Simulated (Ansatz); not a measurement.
# ZnS: what the fields show

Input file:

```
crystal:
  lattice:
    - [5.4431279699, 0.0, 0.0]
    - [0.0, 2.7215639849, -2.7215639849]
    - [0.0, 11.3466724701, 11.3466724701]
  atoms:
    - { symbol: Zn, position: [0.5, 0.5, 0.0599519304] }
    - { symbol: Zn, position: [0.0, 0.0, 0.1798797767] }
    - { symbol: Zn, position: [0.5, 0.5, 0.2998076231] }
    - { symbol: Zn, position: [0.0, 0.0, 0.4197354694] }
    - { symbol: Zn, position: [0.5, 0.5, 0.5396633157] }
    - { symbol: Zn, position: [0.0, 0.0, 0.6595911621] }
    - { symbol: S, position: [0.75, 0.0, 0.2998076231] }
    - { symbol: S, position: [0.25, 0.5, 0.4197354694] }
    - { symbol: S, position: [0.75, 0.0, 0.5396633157] }
    - { symbol: S, position: [0.25, 0.5, 0.6595911621] }
    - { symbol: S, position: [0.75, 0.0, 0.0599519304] }
    - { symbol: S, position: [0.25, 0.5, 0.1798797767] }
basis:
  ecutwfc: 420
kpoints:
  mp_grid: { grid: [5, 7, 3] }
hamiltonian:
  xc: pbe
scf:
  occupations: { method: gaussian, width: 0.05 }
output:
  forces: true
  stress: true
  eigenvalues: true
  write_density: true
  write_potential: true
  elf: true
  volumetric_format: npy
```

Command:

```sh
ansatz run input.yaml --threads 2 --pin off --max-ram 5120MiB --backend cpu --events-out ev --progress --plain --runs-dir out
```

Below, planes, directions and counts refer to the conventional cell (a = 3.85 Å, b = 16.05 Å, c = 5.44 Å, α = 90.00°, β = 90.00°, γ = 90.00°).

Space group Pmn2₁; not relaxed (largest force 1.6 eV/Å).

The calculation used DFT PBE, scalar-relativistic, plane waves, PAW (Ansatz 0.2.0).

Core electrons are frozen (PAW), and the valence fields are smoothed inside the atomic spheres.

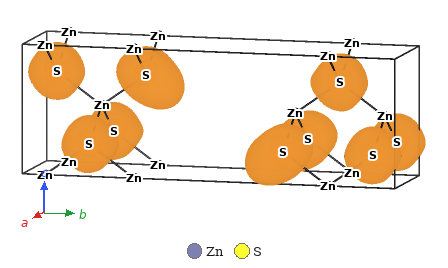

Figure 1. Isosurface of the electron localisation function at 0.7 (orange), seen slightly off an axis. Only the valence region is drawn (cores and ρ < 0.01 e/Å³ removed). Sticks mark near contacts.

### Identify the bonds, lone pairs and shells in this picture.

The ELF exceeds this value in six regions wrapped around S (the valence shell of each), counted in one cell of 12 atoms. Any copies at cell faces, edges or corners count once.


Zn–S (2.36 Å): the ELF peaks at about 0.90 in the valence shell of S, 0.8 Å from its nucleus, and is about 0.55 at the midpoint.

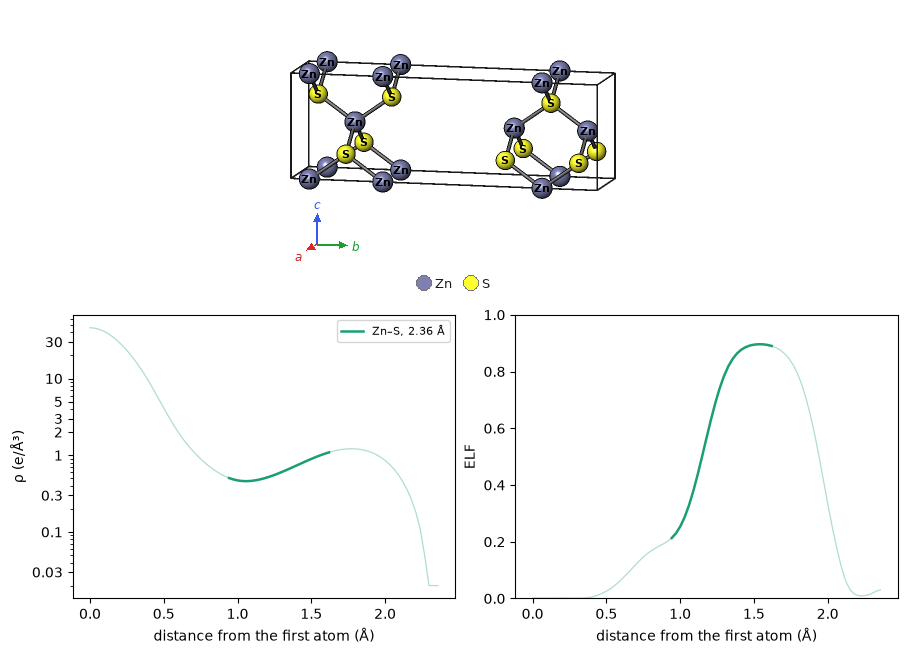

Figure 2. Valence electron density and ELF along straight lines between neighbouring atoms. Thin, pale parts lie inside the atomic spheres. The structure is drawn too.

### What can be read from the curves?

Zn–S (2.36 Å): ρ at the midpoint is about 0.5 e/Å³; the ELF peaks at about 0.90 in the valence shell of S, 0.8 Å from its nucleus, and is about 0.55 at the midpoint.

### Does the calculation make it a metal, or give it a gap?

It is gapped, with a Kohn–Sham gap of 1.5 eV on the k-point mesh, an upper bound to the gap of this method.
